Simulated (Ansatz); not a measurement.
# Converging the field response of a KBr (001) film, part 3 of 3

Aim: a convergence study of the equivalent conductor thickness of a KBr (001) film, with the cost of each setting.

Ansatz 0.2.0; plane-wave DFT, PBE, Ansatz PAW (the session's first sound run).

So far, equivalent conductor thickness p/(ε₀AE) (Å): step 2 (run, setting first choice, PBE) 10.3; step 17 (run, box 31.2 Å (run 11), PBE) 10.3; step 18 (single point, box 31.2 Å (run 2), PBE) 10.3; step 19 (LDA) 10.4; step 20 (r2SCAN) 9.98.

### Step 21. Run, box 31.2 Å (run 13)

This step: plane-wave DFT, PBE, norm-conserving (Ansatz 0.2.0).

input.yaml

```yaml
crystal:
  lattice:
    - [4.66690476, 0.0, 0.0]
    - [0.0, 4.66690476, 0.0]
    - [0.0, 0.0, 31.2]
  atoms:
    - { symbol: K, position: [0.5, 0.5, 0.2884615385] }
    - { symbol: Br, position: [0.0, 0.0, 0.2884615385] }
    - { symbol: K, position: [0.0, 0.0, 0.3942307692] }
    - { symbol: Br, position: [0.5, 0.5, 0.3942307692] }
    - { symbol: K, position: [0.5, 0.5, 0.5] }
    - { symbol: Br, position: [0.0, 0.0, 0.5] }
    - { symbol: K, position: [0.0, 0.0, 0.6057692308] }
    - { symbol: Br, position: [0.5, 0.5, 0.6057692308] }
    - { symbol: K, position: [0.5, 0.5, 0.7115384615] }
    - { symbol: Br, position: [0.0, 0.0, 0.7115384615] }
kpoints:
  mp_grid: { grid: [6, 6, 1] }
hamiltonian:
  xc: pbe
  pseudopotentials: { kind: nc }
scf:
  occupations: { method: fixed }
  convergence: { dr2_threshold: 1.0e-10 }
efield:
  axis: 3
  dipole_correction: true
  ramp_position: 0.97
  ramp_width: 0.06
  amplitude: 0.1
output:
  write_potential: true
  write_density: true
  volumetric_format: npy
```

Run with:

```sh
ansatz run input.yaml --threads 4 --pin off --max-ram 6144MiB --backend cpu --events-out ev --progress --plain --runs-dir out
```

Numbers of over 12 decimals in the logs are rounded to 6 here.

The program printed:

```text
[...]
Crystal: 10 atoms, lattice volume = 679.536 Å³
Basis set: ecut = 850 eV, 38173 PW (Γ)
Bands: 50, of which v1, the nominal top of the filled ones, is band 40 counted from 1 (39 counted from 0)
Symmetry: 8 space group operations
k-points: 10 of 36
[...]
k-point 0: bands = [... 36 lower, -2.1515, -2.0973, -1.9382, -1.9382, 2.0421, 2.5583, 2.9642, 3.3800, ... 6 higher]
  k-point 1: bands = [... 36 lower, -2.2004, -2.1502, -2.0666, -1.9911, 2.3579, 2.9275, 3.2463, 3.6287, ... 6 higher]
  k-point 2: bands = [... 36 lower, -2.3203, -2.2944, -2.1077, -2.0929, 3.0302, 3.7476, 3.8983, 4.1824, ... 6 higher]
  k-point 9: bands = [... 36 lower, -2.4236, -2.3082, -2.3082, -2.0646, 3.8293, 3.8293, 4.3313, 4.3313, ... 6 higher]
[key lines of the parts left out:]
SCF converged after 11 iterations
Free energy (F): -6527.380058 eV
Fermi energy:    -1.938226 eV
Dipole field:    D = 0.032924 V/Å  (p = 0.123642 e·Å, saw-weighted, corrected)
```

The job ended after 26 s (4 threads of Intel Xeon Platinum 8375C at 2.90GHz (Ice Lake), shared host; peak memory 2.5 GiB; 1.7 min of CPU time).

The dipole corresponds to a conductor 10.272 Å thick, +0.02 % from the first choice, at 2.9 times its CPU time.

### Step 22. Run, box 31.2 Å (run 14)

This step: plane-wave DFT, PBE, JTH PAW (Ansatz 0.2.0).

input.yaml: that of step 21 with these lines changed.

```diff
@@ -20,3 +20,3 @@
   xc: pbe
-  pseudopotentials: { kind: nc }
+  pseudopotentials: { kind: paw, source: jth }
 scf:
```

The program printed:

```text
[...]
k-point 0: bands = [... 36 lower, -2.1741, -2.1200, -1.9615, -1.9615, 2.0169, 2.5327, 2.9374, 3.3472, ... 6 higher]
  k-point 1: bands = [... 36 lower, -2.2222, -2.1727, -2.0891, -2.0136, 2.3329, 2.9020, 3.2190, 3.5948, ... 6 higher]
  k-point 2: bands = [... 36 lower, -2.3414, -2.3149, -2.1298, -2.1141, 3.0052, 3.7225, 3.8714, 4.1496, ... 6 higher]
  k-point 9: bands = [... 36 lower, -2.4455, -2.3312, -2.3312, -2.0876, 3.8061, 3.8061, 4.3079, 4.3079, ... 6 higher]
[key lines of the parts left out:]
SCF converged after 12 iterations
Free energy (F): -21608.152597 eV
Fermi energy:    -1.961478 eV
Dipole field:    D = 0.032938 V/Å  (p = 0.123694 e·Å, saw-weighted, corrected)
```

Wall time 20 s (4 threads); peak memory 2.4 GiB.

The dipole corresponds to a conductor 10.277 Å thick, +0.07 % from the first choice, at 2.2 times its CPU time.

### Step 23. Comparing the runs

Times are for 4 threads of Intel Xeon Platinum 8375C at 2.90GHz (Ice Lake), shared host. Results by setting:

| no. | setting | equivalent conductor thickness p/(ε₀AE) (Å) | time | memory (GiB) |
| --- | --- | --- | --- | --- |
| 1 | first choice | 10.27 | 9.1 s | 1.2 |
| 2 | cutoff 250 eV | 10.25 | 4.4 s | 0.72 |
| 3 | cutoff 330 eV | 10.27 | 6.4 s | 0.91 |
| 4 | cutoff 600 eV | 10.27 | 16 s | 1.8 |
| 5 | mesh 1x1 | 11.17 | 1.4 s | 0.55 |
| 6 | mesh 2x2 | 10.31 | 2.3 s | 0.88 |
| 7 | mesh 3x3 | 10.27 | 3.5 s | 0.82 |
| 8 | mesh 12x12 | 10.27 | 26 s | 1.7 |
| 9 | vacuum 10 Å | 10.26 | 6.5 s | 0.95 |
| 10 | vacuum 14 Å | 10.27 | 7.8 s | 1.1 |
| 11 | vacuum 26 Å | 10.27 | 11 s | 1.4 |
| 12 | field 0.005 V/Å | 10.27 | 8.8 s | 1.2 |
| 13 | field 0.03 V/Å | 10.27 | 8.5 s | 1.2 |
| 14 | field 0.3 V/Å | 10.28 | 8.9 s | 1.2 |
| 15 | SCF threshold 1e-04 eV | 10.27 | 7.7 s | 1.2 |
| 16 | SCF threshold 1e-06 eV | 10.27 | 8 s | 1.2 |
| 17 | SCF threshold 1e-08 eV | 10.27 | 8.5 s | 1.2 |
| 18 | LDA, Ansatz PAW (420 eV) | 10.41 | 8.3 s | 1.2 |
| 19 | r2SCAN, Ansatz PAW (500 eV) | 9.979 | 19 s | 2.3 |
| 20 | PBE, norm-conserving (850 eV) | 10.27 | 26 s | 2.5 |
| 21 | PBE, JTH PAW (690 eV) | 10.28 | 20 s | 2.4 |

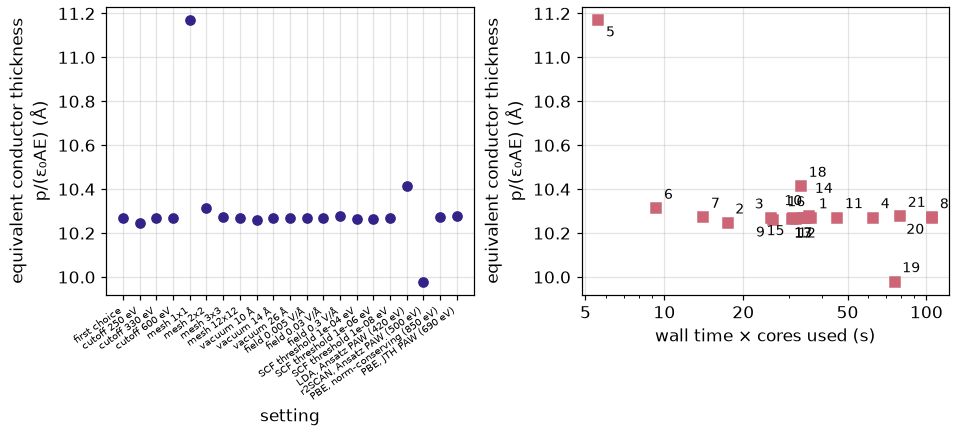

The series as plots; the last panel sets the first result against cost, with the runs numbered as in the table.

### Step 24. Results

```yaml
equivalent_conductor_thickness_first_choice: 10.27 Å
equivalent_conductor_thickness_cutoff_600_ev: 10.27 Å
equivalent_conductor_thickness_mesh_1x1: 11.17 Å
equivalent_conductor_thickness_vacuum_26_a: 10.27 Å
equivalent_conductor_thickness_lda_ansatz_paw_420_ev: 10.41 Å
equivalent_conductor_thickness_r2scan_ansatz_paw_500_ev: 9.979 Å
```

**Reading.** The first choice gives 10.27 Å. Numerical settings off by more than 1 % against it: mesh 1x1 (+8.8 %). The cheapest single change that stays within 0.5 % is mesh 2x2, at 24 % of the CPU time. Functionals and files move it by +1.4 % (LDA, Ansatz PAW (420 eV)), -2.8 % (r2SCAN, Ansatz PAW (500 eV)), under 0.1 % (PBE, norm-conserving (850 eV)) and +0.1 % (PBE, JTH PAW (690 eV)). The film is symmetric and its atoms are held, so the dipole is the electronic response to the field alone. Times of a few seconds on a shared host rank the settings only roughly. In 1 run of the series (vacuum 10 Å) the program warns that electrons reach the sawtooth's ramp, which makes dipole and work function less sure.

[Logs are printed without paths, hosts, clocks, repeated set-up lines and the standing remarks that a program may print on its own settings, such as how far it seeks lower states.]

[Hosts, paths, dates, database ids (printed as entryN), source tags and the programs' standing remarks are cut or masked in the printed files.]

[Maps of the electrostatic potential energy from Ansatz leave out the sawtooth potential of an applied field or a dipole correction, so their vacuum need not be flat; planar profiles and work functions include it.]
